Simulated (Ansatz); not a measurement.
**WS2: density, localisation and related maps**

Input file:

```
crystal:
  lattice:
    - [6.60721362, 0.0, 0.0]
    - [0.0, 6.60721362, 0.0]
    - [0.0, 0.0, 4.3607609892]
  atoms:
    - { symbol: W, position: [0.0, 0.0, 0.0] }
    - { symbol: W, position: [0.5, 0.5, 0.5] }
    - { symbol: S, position: [0.305, 0.305, 0.0] }
    - { symbol: S, position: [0.195, 0.805, 0.5] }
    - { symbol: S, position: [0.805, 0.195, 0.5] }
    - { symbol: S, position: [0.695, 0.695, 0.0] }
kpoints:
  mp_grid: { grid: [4, 4, 6] }
hamiltonian:
  xc: pbesol
scf:
  occupations: { method: fermi_dirac, width: 0.03 }
relax:
  f_tol: 0.01
  cell: {}
  max_steps: 120
output:
  write_density: true
  write_potential: true
  elf: true
  volumetric_format: npy
```

Command:

```sh
ansatz run input.yaml --threads 2 --pin off --max-ram 2211MiB --backend cpu --events-out ev --progress --plain --runs-dir out
```

Below, planes, directions and counts refer to the conventional cell (a = 5.82 Å, b = 5.82 Å, c = 3.18 Å, α = 90.00°, β = 90.00°, γ = 90.00°).

The fields are those of the relaxed geometry.

Space group P4₂/mnm; started from the rutile prototype, which need not be the ambient phase.

Theory: DFT, PBEsol, plane waves, PAW in Ansatz.

In a PAW calculation such maps are meaningful between the atoms, not at the nuclei.

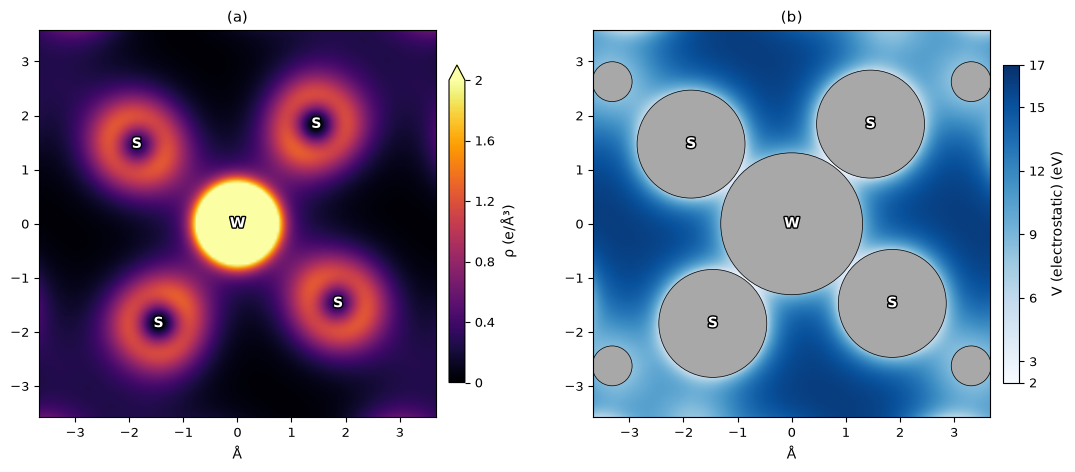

Figure 1. (a) valence charge density (pseudo); (b) electrostatic potential (local pseudopotential plus Hartree) felt by an electron on the (111) plane of the conventional cell. Grey discs cover the atomic cores in the potential map.

**Read the bonding off the picture.**

Atoms in the plane: W and S. W–S (2.38 Å): ρ at the midpoint is about 0.62 e/Å³. Between the atoms the lowest density in this plane is 0.02 e/Å³. Outside the cores the potential energy rises away from the atoms and is highest about 2.1 Å from the nearest atoms; its zero is arbitrary.

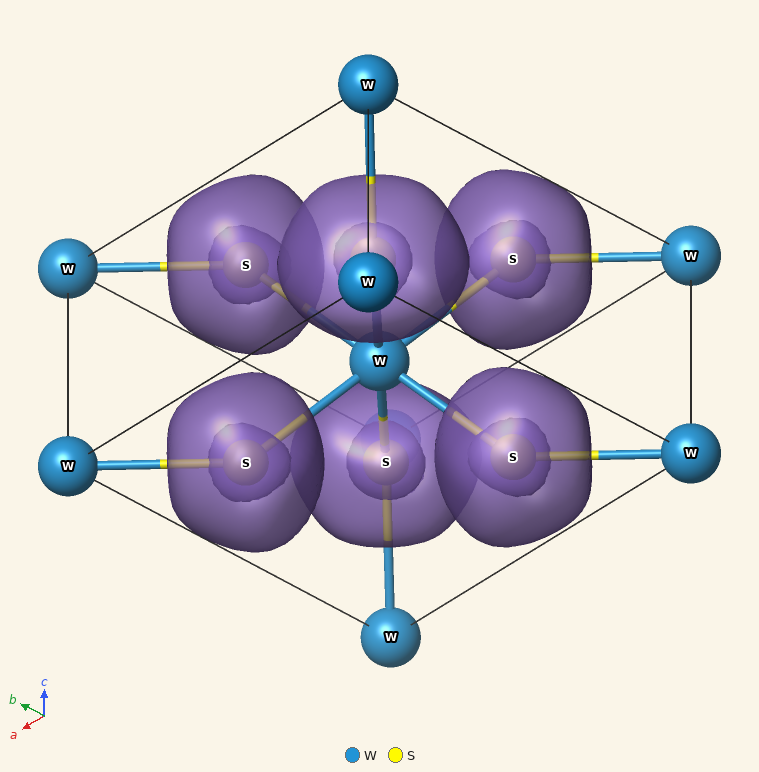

Figure 2. Isosurface of the electron localisation function at 0.65 (purple), seen at an oblique angle. Only the valence region is drawn (cores and ρ < 0.01 e/Å³ removed). Sticks mark near contacts.

**Where are the electrons localised?**

The ELF exceeds this value in four regions wrapped around S (the valence shell of each), counted in one cell of 6 atoms. Any copies at cell faces, edges or corners count once.


W–S (2.35 Å): the ELF peaks at about 0.85 in the valence shell of S, 0.8 Å from its nucleus, and is about 0.35 at the midpoint.
